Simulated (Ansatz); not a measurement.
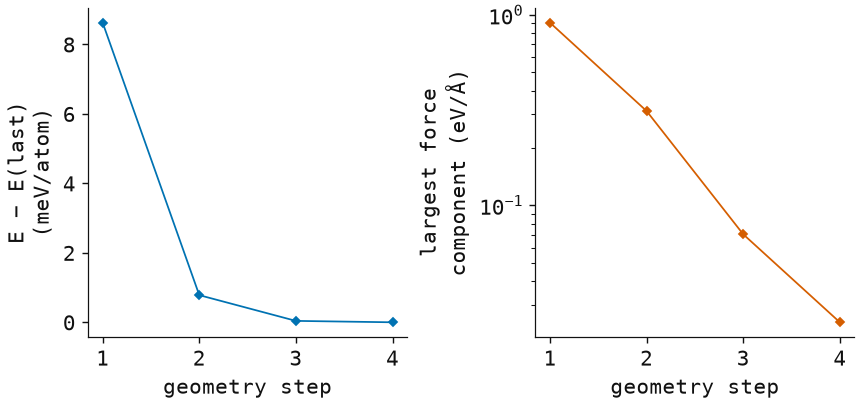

History of a geometry optimisation. Only the atoms move.

Si6C (slab, 7 atoms in the cell); Ansatz, DFT PBEsol, scalar-relativistic, plane waves, PAW; cutoff 420 eV, 9×9×1 k-mesh, Gaussian smearing of 0.05 eV, collinear spins.

### How did the optimisation end?

The optimisation met its thresholds at geometry 4, counting the start as the first. The energy fell by about 8.6 meV/atom from the first step to the last. The largest force component goes from about 0.91 eV/Å at the start to 0.024 eV/Å at the end.
